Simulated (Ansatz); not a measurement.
# How much does C in Pt(111), 2x2 scatter?

How strong a scatterer is C in Pt(111), 2x2, and does relaxation matter?

Method: Ansatz plane-wave DFT, PBE, PAW files; ballistic transport by layer matching (Landauer), zero bias; PAW set soft_1, in the first sound run; inputs show where later runs differ, in Ansatz 0.2.0.

## 1. Set-up

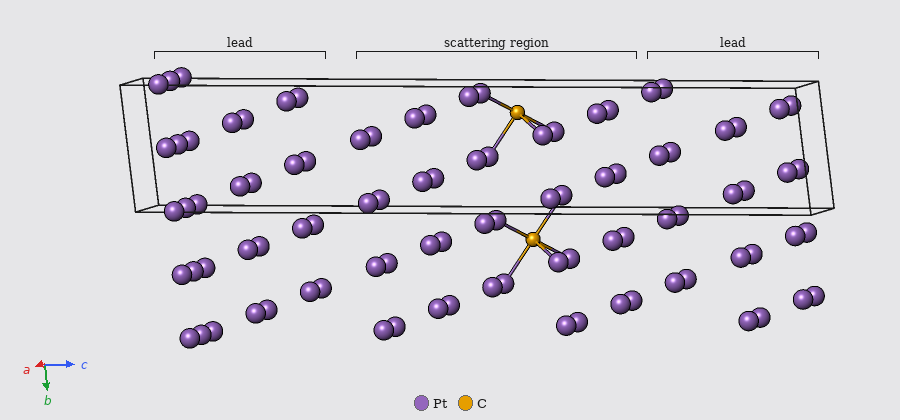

Start, viewed from the side, with the c axis across the page; platinum purple, carbon orange. 1×2×1 cells are drawn. Bonds to atoms that aren't drawn are left out. Some periodic images of atoms are drawn too.

The cell holds 45 atoms: 44 Pt and 1 C. Its edges and angles: a = 5.546 Å, b = 5.546 Å, c = 24.958 Å, α = 86.8°, β = 93.2°, γ = 120.0°. It derives from Pt. Regions: lead, 24 atoms (24 Pt); scattering region, 21 atoms (20 Pt and 1 C). The structure is stacked along c, and the current runs across the ab planes.

## 2. Transmission at ideal sites

The defect sits in one plane of the supercell, all atoms on ideal sites; the layers about the cell's end are the lead. The mesh across the current, 12×12, is finer than the density's, because channels open and close sharply across the zone. Energies from -0.1 to 0.1 eV in steps of 0.05 eV are too few for the program's thermal sum, so it prints no conductance; for a metal the transmission near the Fermi level serves, at a fraction of the cost.

Contents of input.yaml:

```yaml
crystal:
  lattice:
    - [5.5462627489, 0.0, 0.0]
    - [-2.7731313745, 4.8032044366, 0.0]
    - [-1.3865656872, 0.8005340728, 24.9067751428]
  atoms:
    - { symbol: Pt, position: [0.0075757576, 0.9924242424, 0.0454545455] }
    - { symbol: Pt, position: [0.0075757576, 0.4924242424, 0.0454545455] }
    - { symbol: Pt, position: [0.5075757576, 0.9924242424, 0.0454545455] }
    - { symbol: Pt, position: [0.5075757576, 0.4924242424, 0.0454545455] }
    - { symbol: Pt, position: [0.1893939394, 0.3106060606, 0.1363636364] }
    - { symbol: Pt, position: [0.1893939394, 0.8106060606, 0.1363636364] }
    - { symbol: Pt, position: [0.6893939394, 0.3106060606, 0.1363636364] }
    - { symbol: Pt, position: [0.6893939394, 0.8106060606, 0.1363636364] }
    - { symbol: Pt, position: [0.3712121212, 0.1287878788, 0.2272727273] }
    - { symbol: Pt, position: [0.3712121212, 0.6287878788, 0.2272727273] }
    - { symbol: Pt, position: [0.8712121212, 0.1287878788, 0.2272727273] }
    - { symbol: Pt, position: [0.8712121212, 0.6287878788, 0.2272727273] }
    - { symbol: Pt, position: [0.053030303, 0.946969697, 0.3181818182] }
    - { symbol: Pt, position: [0.053030303, 0.446969697, 0.3181818182] }
    - { symbol: Pt, position: [0.553030303, 0.946969697, 0.3181818182] }
    - { symbol: Pt, position: [0.553030303, 0.446969697, 0.3181818182] }
    - { symbol: Pt, position: [0.2348484848, 0.2651515152, 0.4090909091] }
    - { symbol: Pt, position: [0.2348484848, 0.7651515152, 0.4090909091] }
    - { symbol: Pt, position: [0.7348484848, 0.2651515152, 0.4090909091] }
    - { symbol: Pt, position: [0.7348484848, 0.7651515152, 0.4090909091] }
    - { symbol: Pt, position: [0.4166666667, 0.0833333333, 0.5] }
    - { symbol: Pt, position: [0.4166666667, 0.5833333333, 0.5] }
    - { symbol: Pt, position: [0.9166666667, 0.0833333333, 0.5] }
    - { symbol: Pt, position: [0.9166666667, 0.5833333333, 0.5] }
    - { symbol: Pt, position: [0.0984848485, 0.9015151515, 0.5909090909] }
    - { symbol: Pt, position: [0.0984848485, 0.4015151515, 0.5909090909] }
    - { symbol: Pt, position: [0.5984848485, 0.9015151515, 0.5909090909] }
    - { symbol: Pt, position: [0.5984848485, 0.4015151515, 0.5909090909] }
    - { symbol: Pt, position: [0.2803030303, 0.2196969697, 0.6818181818] }
    - { symbol: Pt, position: [0.2803030303, 0.7196969697, 0.6818181818] }
    - { symbol: Pt, position: [0.7803030303, 0.2196969697, 0.6818181818] }
    - { symbol: Pt, position: [0.7803030303, 0.7196969697, 0.6818181818] }
    - { symbol: C, position: [0.2575757576, 0.2424242424, 0.5454545455] }
    - { symbol: Pt, position: [0.4621212121, 0.0378787879, 0.7727272727] }
    - { symbol: Pt, position: [0.4621212121, 0.5378787879, 0.7727272727] }
    - { symbol: Pt, position: [0.9621212121, 0.0378787879, 0.7727272727] }
    - { symbol: Pt, position: [0.9621212121, 0.5378787879, 0.7727272727] }
    - { symbol: Pt, position: [0.1439393939, 0.8560606061, 0.8636363636] }
    - { symbol: Pt, position: [0.1439393939, 0.3560606061, 0.8636363636] }
    - { symbol: Pt, position: [0.6439393939, 0.8560606061, 0.8636363636] }
    - { symbol: Pt, position: [0.6439393939, 0.3560606061, 0.8636363636] }
    - { symbol: Pt, position: [0.3257575758, 0.1742424242, 0.9545454545] }
    - { symbol: Pt, position: [0.3257575758, 0.6742424242, 0.9545454545] }
    - { symbol: Pt, position: [0.8257575758, 0.1742424242, 0.9545454545] }
    - { symbol: Pt, position: [0.8257575758, 0.6742424242, 0.9545454545] }
kpoints:
  mp_grid: { grid: [5, 5, 1] }
hamiltonian:
  xc: pbe
  pseudopotentials: { kind: paw, azcp: { folder: soft_1 } }
scf:
  occupations: { method: fermi_dirac, width: 0.1 }
output:
  transmission: { leads: [[0, 4]], kmesh: [12, 12], e_range: [-0.1, 0.1], de: 0.05 }
  write_potential: true
  write_density: true
  volumetric_format: npy
  elf: true
```

Run with:

```bash
> ansatz run input.yaml --threads 4 --pin off --max-ram 15360MiB --backend cpu --events-out ev --progress --plain --runs-dir out
```

Numbers of over 12 decimals in the logs are rounded to 6 here.

The program printed:

```text
Engine: ansatz 0.2.0, x86_64-unknown-linux-gnu
Pseudopotentials: kind: paw
Pseudopotential: Pt, paw, valence charge 18, recommended cutoff 420 eV (normal), soft_1/Pt.paw.azcp
Pseudopotential: C, paw, valence charge 4, recommended cutoff 420 eV (normal), soft_1/C.paw.azcp
Functional definition: PBE
  parameter kappa = 0.804
  parameter beta = 0.066725
  exchange = pbe_x(kappa = kappa, mu = beta*pi^2/3)
  correlation = pbe_c(beta = beta)
Crystal: 45 atoms, lattice volume = 663.512 Å³
Basis set: ecut = 420 eV, 13001 PW (Γ)
Bands: 478, of which v1, the nominal top of the filled ones, is band 398 counted from 1 (397 counted from 0)
Symmetry: 4 space group operations
Space group: C2/m (ITA 12), of the structure as read, at distance tolerance 8.7e-5 Å
k-points: 9 of 25
Non-local potential: Pt, projectors of the file, l = 0: 3, l = 1: 2, l = 2: 2, l = 3: 1
Non-local potential: C, projectors of the file, l = 0: 2, l = 1: 2, l = 2: 1
PAW form: soft (Blöchl's): semilocal exchange-correlation on the pseudo side does not see the compensation charge
PAW one-centre angular grid: Pt, 590 points (default); XC on 64 Gauss nodes
PAW one-centre angular grid: C, 110 points (default); XC on 64 Gauss nodes
Initial density: superposition of atomic densities (chi_scale 0.1, normalization cell, long waves kept (reshape's long-wave potential 0.49 eV rms))
Initial wavefunctions: pseudopotential atomic-orbital guess
Functional: x = pbe(κ = 0.804, μ = 0.219515), c = pbe(β = 0.066725)
SCF iter   1: F=—  HF=-551357.346948 eV  |F-HF|=—  |Δ(HF+E_count)|=         —  Δρ=1.14e-1  dr2=1.73e3  ethr=3.10e-3  ⟨swp⟩=4.8  Hψ=13037  notcnv=0  defer=195
preconditioner: auto → Kerker (q_TF=auto, 2.812 Å⁻¹)  [metal: Δε(μ)=0.015 eV  Ē_g=8.730 eV  σ=0.100 eV  W_gap=0.04  n_scr=272 (ndim 8)  ℏωp=30.4 eV  f_vac=0.000  D(μ)=50.37/eV (n_scr^D=588)]
SCF iter   2: F=—  HF=-551341.004561 eV  |F-HF|=—  |Δ(HF+E_count)|=    1.63e1  Δρ=5.77e-2  dr2=5.21e2  ethr=3.10e-3  ⟨swp⟩=2.0  Hψ=6707  notcnv=0  defer=384
SCF iter   3: F=—  HF=-551335.168441 eV  |F-HF|=—  |Δ(HF+E_count)|=    5.84e0  Δρ=1.49e-2  dr2=6.30e0  ethr=3.10e-3  ⟨swp⟩=2.3  Hψ=6257  notcnv=0  defer=384
SCF iter   4: F=—  HF=-551334.929991 eV  |F-HF|=—  |Δ(HF+E_count)|=   2.38e-1  Δρ=4.63e-3  dr2=8.59e0  ethr=7.92e-4  ⟨swp⟩=2.0  Hψ=5069  notcnv=0  defer=388
SCF iter   5: F=—  HF=-551334.874578 eV  |F-HF|=—  |Δ(HF+E_count)|=   5.54e-2  Δρ=1.86e-3  dr2=1.42e0  ethr=7.92e-4  ⟨swp⟩=1.0  Hψ=3896  notcnv=0  defer=388
SCF iter   6: F=—  HF=-551334.864276 eV  |F-HF|=—  |Δ(HF+E_count)|=   1.03e-2  Δρ=4.60e-4  dr2=1.10e-2  ethr=1.78e-4  ⟨swp⟩=1.0  Hψ=3896  notcnv=0  defer=388
SCF iter   7: F=—  HF=-551334.863902 eV  |F-HF|=—  |Δ(HF+E_count)|=   3.75e-4  Δρ=1.34e-4  dr2=2.00e-3  ethr=1.39e-6  ⟨swp⟩=1.2  Hψ=3898  notcnv=0  defer=388
SCF iter   8: F=—  HF=-551334.863914 eV  |F-HF|=—  |Δ(HF+E_count)|=   1.17e-5  Δρ=3.58e-5  dr2=1.70e-4  ethr=2.51e-7  ⟨swp⟩=1.0  Hψ=3896  notcnv=0  defer=388
SCF iter   9: F=—  HF=-551334.863876 eV  |F-HF|=—  |Δ(HF+E_count)|=   3.71e-5  Δρ=1.74e-5  dr2=5.22e-5  ethr=2.13e-8  ⟨swp⟩=1.0  Hψ=3896  notcnv=0  defer=388
SCF iter  10: F=—  HF=-551334.864681 eV  |F-HF|=—  |Δ(HF+E_count)|=   8.04e-4  Δρ=3.74e-6  dr2=2.43e-6  ethr=6.56e-9  ⟨swp⟩=1.0  Hψ=4264  notcnv=0  defer=397
SCF iter  11: F=—  HF=-551334.864681 eV  |F-HF|=—  |Δ(HF+E_count)|=   1.12e-8  Δρ=8.86e-7  dr2=1.11e-7  ethr=3.05e-10  ⟨swp⟩=1.0  Hψ=3896  notcnv=0  defer=397
SCF iter  12: F=-551334.864681 eV  HF=-551334.864681 eV  |F-HF|=1.04e-8  |Δ(HF+E_count)|=   1.86e-9  Δρ=2.30e-7  dr2=1.08e-8  ethr=1.26e-11  ⟨swp⟩=7.0  Hψ=9988  notcnv=0
SCF 1 converged in 12 iterations: F = -551334.864681 eV  dr2 = 1.08e-8
  greatest PAW one-centre occupation: 1.000 electrons in one spin orbital (limit 2), on the Pt atom at site 27 (counted from 0), in its partial waves of l = 0
transmission: 192 of 1892 steps passed
transmission: 380 of 1892 steps passed
[...]
transmission: 1892 of 1892 steps passed
SCF converged after 12 iterations
Free energy (F): -551334.864681 eV
Harris-Foulkes:  -551334.864681 eV  (|F-HF|=1.04e-8)
Internal energy: -551332.542073 eV  (E = F + TS)
E sigma→0 (E₀):  -551333.703377 eV
Entropy (-TS):   -2.322607 eV (-51.613 meV/atom)
Fermi energy:    23.613197 eV
--- Per-component energies (eV) ---
  E_band       = -5485.124959
  E_kinetic    = 26402.446104
  E_local      = -62708.226822  (includes V_loc(G=0)·N_el)
  E_nonlocal   = 8998.613920
  E_hartree    = 23916.600390
  E_xc         = -10290.329274
  E_vxc        = -12027.696796  (∫ρ·V_xc dr)
  E_paw        = -417394.665086  (= ΣΔE_a)
  E_vpaw       = -13983.509971  (= ΣTr[D̂ρ^β])
  E_aug_tail   = 0.049171  (compensation charges beyond the density's cutoff)
  E_ewald      = -120257.030477
  E_smearing   = -2.322607  (= −TS)
  E_closure    = -0.000000  (closes the sum)
  Σ components = -551334.864681   (vs F -551334.864681, Δ=0.00e0)
--- Band table (eV; the first three rows and the last of 9) ---
  k-point 0: bands = [... 394 lower, 23.7797, 23.7926, 23.8272, 23.8384, 23.8489, 23.8496, 23.8781, 23.8826, ... 76 higher]
  k-point 1: bands = [... 394 lower, 23.5662, 23.6130, 23.6261, 23.6292, 23.6389, 23.6797, 23.7076, 23.7206, ... 76 higher]
  k-point 2: bands = [... 394 lower, 23.5522, 23.5759, 23.6315, 23.6483, 23.6605, 23.6659, 23.7320, 23.7566, ... 76 higher]
  k-point 8: bands = [... 394 lower, 23.6089, 23.6134, 23.6438, 23.6537, 23.6726, 23.6823, 23.7431, 23.7639, ... 76 higher]
--- Transmission ---
  basis      : 241 plane waves across, 44 finite elements along
  points     : 43, standing for a mesh of 12 x 12
  energies   : 5 from -0.100000 to 0.100000 eV about the Fermi level, 0.050000 eV apart; the leads are filled to 0.000000 eV, and channels, transmission and decay are at 0.000000 eV
  crystal 0  : Pt4, at the sites [0, 4], period 2.2643 Å, over 24.91 Å; its Hamiltonian steps by up to 1.9 meV
    offset         : up to 0.0000 Å between an atom of the period and one for which it stands
    channels       : 7.368056e0 a spin
    conductance    : none, the energies end too early or step too widely for 300 K: set another output.transmission.e_range or a lower de, or, where they end at an eighth of basis.ecutwfc, a higher one
  junction   : crystal 0 to crystal 0, 1.57 to 24.21 Å
    transmission   : 4.719027e0 a spin
    conductance    : none, the energies end too early or step too widely for 300 K: set another output.transmission.e_range or a lower de, or, where they end at an eighth of basis.ecutwfc, a higher one
```

The job ended after 4.5 min (4 threads of Intel Xeon Platinum 8488C (Sapphire Rapids), shared host; peak memory 5.9 GiB).

Reading the cycles: dr2 is the Hartree energy of the density residual (eV), the measure of convergence; HF is the Harris–Foulkes estimate of the energy, which meets the free energy F at convergence.

Numbers from this step:

```yaml
free_energy: -551334.8647 eV
energy_at_zero_smearing: -551333.7034 eV
fermi_energy: 23.61 eV
cell_area: 26.64 Å²
transmission_per_spin_nearest_the_fermi_level: 4.719
open_channels_per_spin_nearest_the_fermi_level: 7.368
step_of_the_lead_s_potential: 1.9 meV
```

Per spin. Table of transmission, zone mean by energy, zero at the Fermi level:

```csv
energy (eV),"transmission, zone mean"
-0.1000,5.30
-0.0500,4.91
0.0000,4.72
0.0500,4.18
0.1000,3.76
```

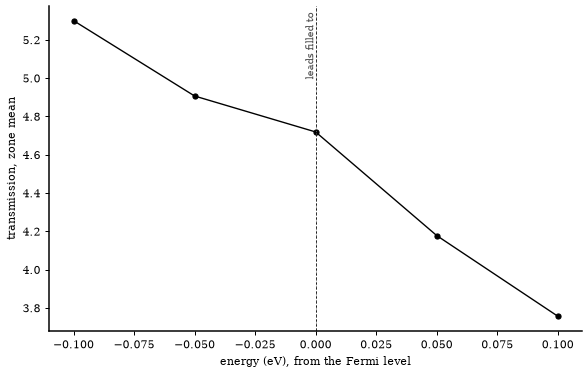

Transmission, zone mean against energy.

Per spin. Open channels, zone mean, lead against energy, zero at the Fermi level:

| energy (eV) | open channels, zone mean, lead |
| --- | --- |
| -0.1000 | 7.89 |
| -0.0500 | 7.60 |
| 0.0000 | 7.37 |
| 0.0500 | 5.98 |
| 0.1000 | 5.35 |

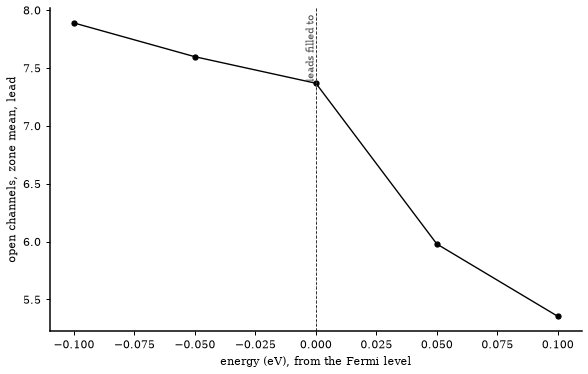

Open channels, zone mean, lead, plotted against energy.

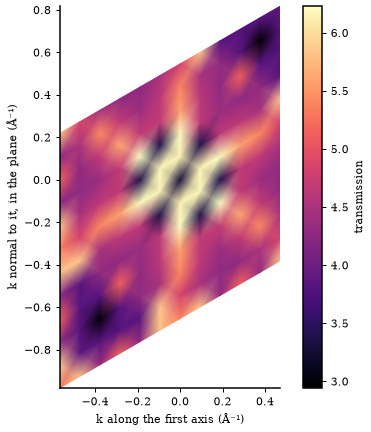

Transmission over k1 and k2. At 0.0000 eV from the Fermi level.

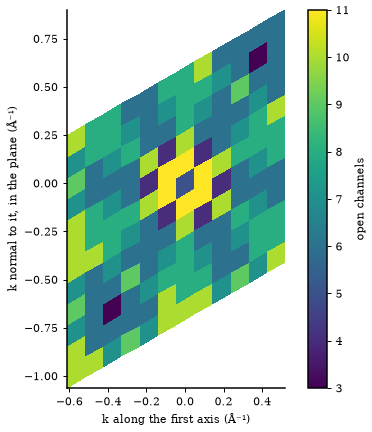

Open channels over k1 and k2. At 0.0000 eV from the Fermi level.

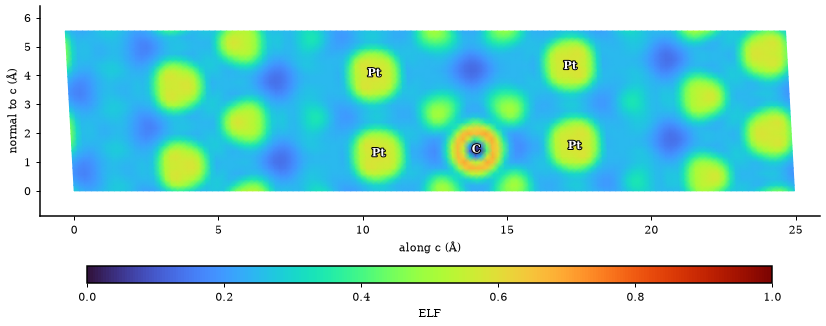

ELF in the ca plane at fractional y = 0.242, with atoms of Pt and C within 0.2 Å of it. It is the smooth field of the valence electrons, not physical close to the nuclei.

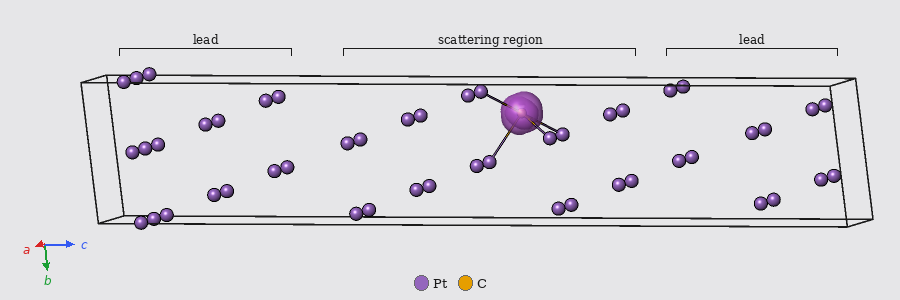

Surface of ELF = 0.65. Bonds to atoms that aren't drawn are left out.

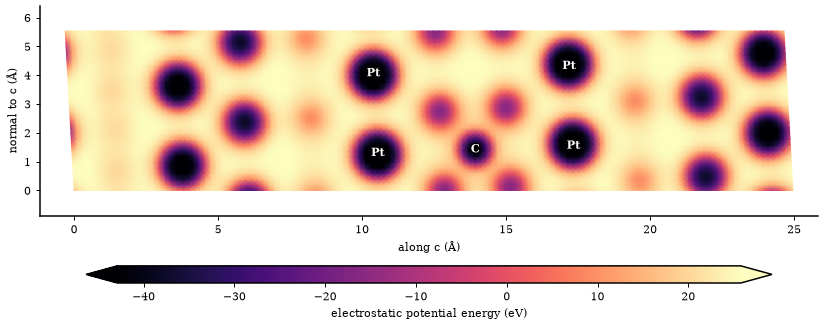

Electrostatic potential energy in the ca plane at fractional y = 0.242, with atoms of Pt and C within 0.2 Å of it. With pseudopotentials it is smooth inside the atoms' cores, unlike the true potential.

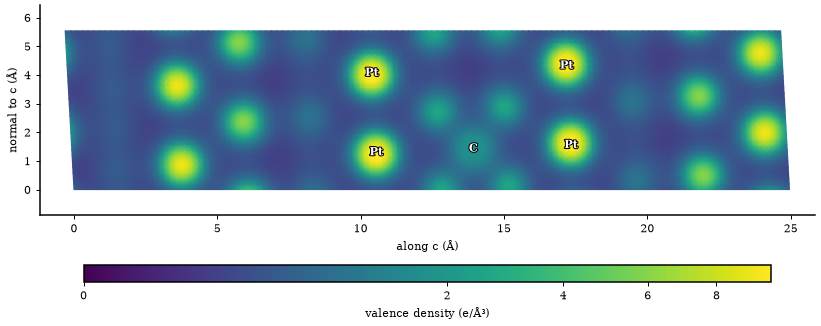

Valence density in the ca plane at fractional y = 0.242, with atoms of Pt and C within 0.2 Å of it. It is the smooth field of the valence electrons, not physical close to the nuclei. The colour scale is stretched toward low values.

Over the solved energies the transmission per spin lies between 3.76 and 5.30, out of 6.84 channels of the lead on average (up to 7.89).

## 3. Resistance at ideal sites

This step: Ansatz plane-wave DFT, PBE, PAW files; ballistic transport by layer matching (Landauer), zero bias; area resistance of the defect plane and resistivity an atomic per cent; PAW set soft_1 (Ansatz 0.2.0).

Numbers from this step:

```
area resistance                                                                                 : 0.2548 fΩ m²
T over the leads' mean channel count                                                            : 0.6591
resistivity per at.% scaled from this dense plane, with the factor 3/4 for isotropic scattering : 3.375 µΩ cm
```

Averaged over the energies near the Fermi level, 65.9 % of the channels pass, which makes 0.255 fΩ m².

By hand, with T and the leads' channels N averaged over the energies near the Fermi level: RA = A (h/2e²)(1/T − 1/N) = 26.64×10⁻²⁰ m² × 12 906 Ω × (1/4.601 − 1/6.981) = 0.255 fΩ m². Per atomic per cent: RA × A / V_atom × 0.01 × 3/4 = 3.38 µΩ cm, with the host's V_atom = 15.08 Å³.

(Continued in part 2 of 3.)

[Logs are printed without paths, hosts, clocks, repeated set-up lines and the standing remarks that a program may print on its own settings, such as how far it seeks lower states.]

[Hosts, paths, dates, database ids (printed as entryN), source tags and the programs' standing remarks are cut or masked in the printed files.]
